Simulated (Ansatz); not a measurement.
Structure of Co:

```yaml
crystal:
  lattice:
    - [2.43240, 0.00000, 0.00000]
    - [0.00000, 7.44428, 0.00000]
    - [0.00000, 0.00000, 2.44756]
  atoms:
    - { symbol: Co, position: [0.00000, 0.36366, 0.75000] }
    - { symbol: Co, position: [0.50000, 0.13634, 0.25000] }
    - { symbol: Co, position: [0.50000, 0.86366, 0.75000] }
    - { symbol: Co, position: [0.00000, 0.63634, 0.25000] }
```

Basis of the simulation: the input geometry of an electronic-structure calculation (not necessarily at equilibrium); the starting structure was generated, so it need not be a known form of this composition.

**Predict radii and indices of the first 5 visible rings (3 % of the strongest or more) for λ = 0.7107 Å and a flat detector at 200 mm.**

```json
{"ring": "1", "radius": "38.7 mm", "2θ (°)": "10.96", "d (Å)": "3.72", "hkl": "020"}
{"ring": "2", "radius": "63.8 mm", "2θ (°)": "17.68", "d (Å)": "2.31", "hkl": "110"}
{"ring": "3", "radius": "72.8 mm", "2θ (°)": "20.01", "d (Å)": "2.05", "hkl": "021"}
{"ring": "4", "radius": "80.9 mm", "2θ (°)": "22.02", "d (Å)": "1.861", "hkl": "040"}
{"ring": "5", "radius": "87.4 mm", "2θ (°)": "23.61", "d (Å)": "1.737", "hkl": "130"}
```

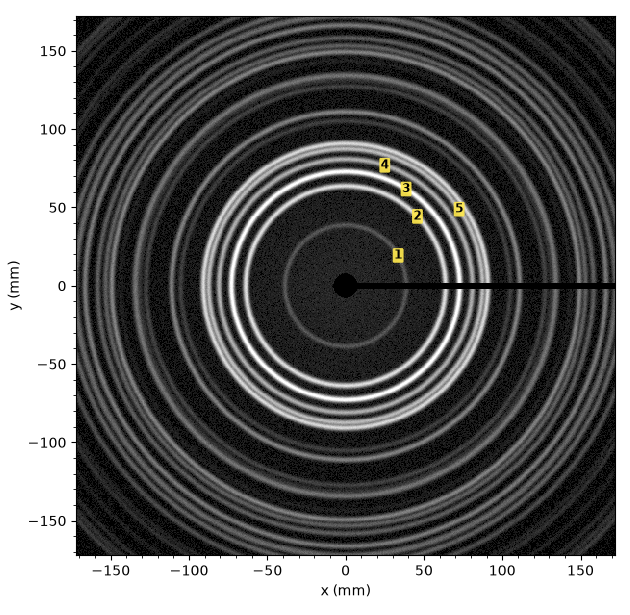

Simulated X-ray powder rings on a flat area detector normal to the beam: λ = 0.7107 Å, sample-to-detector distance 200 mm, axes in mm from the beam centre, for a fine-grained powder without texture. Kinematic intensities with B = 0.5 Å² for all atoms, without absorption; brightness goes as intensity to the power 0.4, clipped at the top, with counting noise. Reflections closer than the ring width show as one ring. The numbers mark the rings of the table.
